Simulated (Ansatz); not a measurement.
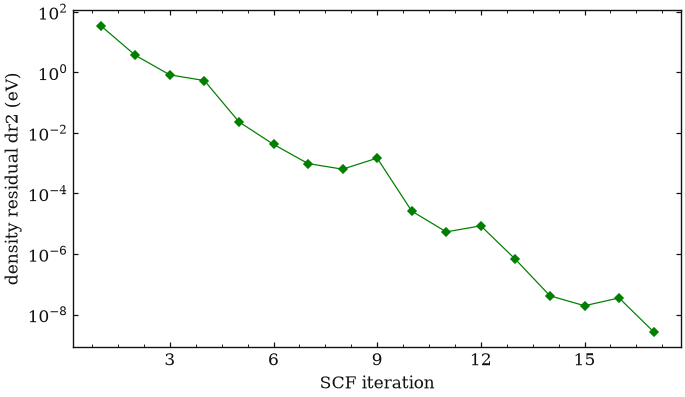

The plot shows the SCF iterations of a calculation: density residual dr2. dr2 is the charge part; the magnetisation has a residual of its own.

SiC (12 atoms in the cell), run with Ansatz.

```
crystal:
  lattice:
    - [2.189864095, -2.189864095, 0.0]
    - [2.189864095, 0.0, -2.189864095]
    - [10.9493204749, 7.6645243324, 7.6645243324]
  atoms:
    - { symbol: Si, position: [0.8021, -0.1979, 0.3958], spin: 0.2 }
    - { symbol: Si, position: [0.2187666667, 0.2187666667, 0.2291333333], spin: 0.2 }
    - { symbol: Si, position: [0.3854333333, 0.3854333333, 0.5624666667], spin: 0.2 }
    - { symbol: Si, position: [0.5521, 0.5521, 0.8958], spin: 0.2 }
    - { symbol: Si, position: [-0.0312333333, -0.0312333333, 0.7291333333], spin: 0.2 }
    - { symbol: Si, position: [0.6354333333, 0.6354333333, 0.0624666667], spin: 0.2 }
    - { symbol: C, position: [0.4479333333, 0.4479333333, 0.4374666667], spin: 0.2 }
    - { symbol: C, position: [-0.1354, -0.1354, 0.2708], spin: 0.2 }
    - { symbol: C, position: [0.0312666667, 0.0312666667, 0.6041333333], spin: 0.2 }
    - { symbol: C, position: [0.1979333333, 0.1979333333, 0.9374666667], spin: 0.2 }
    - { symbol: C, position: [-0.3854, -0.3854, 0.7708], spin: 0.2 }
    - { symbol: C, position: [0.2812666667, 0.2812666667, 0.1041333333], spin: 0.2 }
kpoints:
  mp_grid: { grid: [10, 10, 2] }
hamiltonian:
  xc: pbe
  pseudopotentials: { kind: paw, source: jth }
scf:
  occupations: { method: gaussian, width: 0.05 }
output:
  forces: true
  eigenvalues: true
  stress: true
magnetization:
  spin_polarized: true
```

Run as:
```bash
ansatz run input.yaml --threads 2 --pin off --max-ram 5120MiB --backend cpu --events-out ev --progress --plain --runs-dir out
```

> Was self-consistency reached?

It was still iterating, at step 17, when the time limit ended it. The residual comes down slowly and unevenly, and has reached only 2.7 × 10⁻⁹ when the run stops. The program keeps the magnetisation out of the quasi-Newton mixer until iteration 7 and then restarts the mixer with it.

> What is the residual at the start and at the end?

It starts near 40 and ends near 3 × 10⁻⁹ eV.
